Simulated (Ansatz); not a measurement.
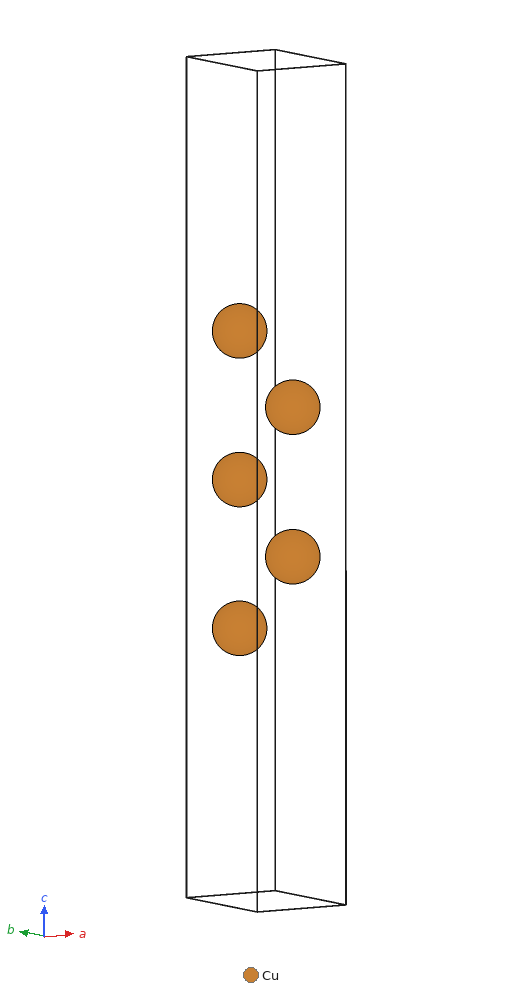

The crystal in a spheres-only representation, seen from a general direction. The simulation cell is drawn as a box. Cell: a = 2.521 Å, b = 2.521 Å, c = 23.233 Å, α = 90.00°, β = 90.00°, γ = 120.00°.

What structure is drawn here?

- The element is copper.
- The cell holds five atoms.
- Cu takes three kinds of site: 2h with nine Cu at about 2.5 Å; 2i with twelve Cu in an anticuboctahedral arrangement at about 2.5 Å; 1d with twelve Cu in an anticuboctahedral arrangement at about 2.5 Å.

It goes back to a structure listed in the Materials Project, from which a slab was cut. The atoms were relaxed in a fixed cell with DFT PBEsol, scalar-relativistic, plane waves, PAW in Ansatz.
